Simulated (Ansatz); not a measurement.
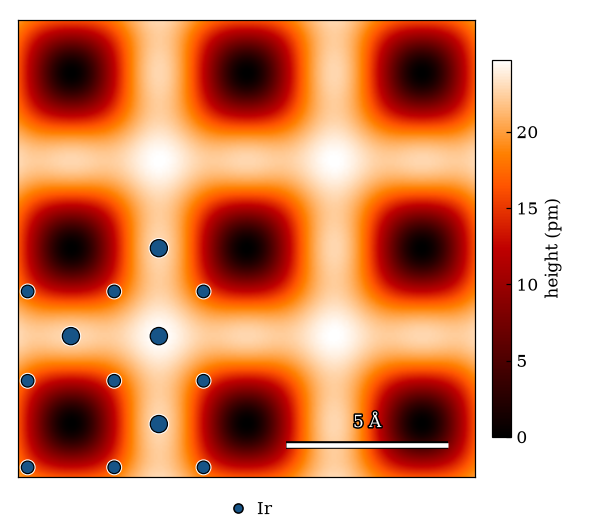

Constant-current image at a set point of 3.2 × 10⁻⁶ e/Å³ of Ir(100) (Fm-3m bulk, 4 atomic planes (those closer than 0.6 Å count as one), 6 Å) with one Ir vacancy in a 2 × 2 cell, sample bias +1.00 V. The atoms seen from above are drawn over one corner (deeper ones smaller).

The STM signal is simulated in the Tersoff–Hamann approximation. Bias windows are sharp sums over the levels of the k mesh.

Theory: DFT PBE, scalar-relativistic, plane waves, PAW in Ansatz. Cutoff 420 eV, 9 × 9 k-points, Gaussian smearing 0.1 eV, dipole correction. The slab is a cut without reconstruction beyond its cell, at the source's lattice constants, with its lower half held fixed and the rest relaxed. The defects repeat every 5.4 Å and interact, so states at the Fermi level and the work function belong to this dense array. No spin polarisation. Spin–orbit coupling is left out; with Ir it can shift levels and gaps. The run couldn't confirm all of its levels under its output density. The run warns that the functional's potential is rough in the thin density of the vacuum, where the tip is; weak contrasts and barriers may feel it.

Assign the bright and dark features to the surface structure.

The brightest spots lie over all the top Ir atoms; the darkest points are over the vacancy. The corrugation is 25 pm at a mean tip height of 5.0 Å.
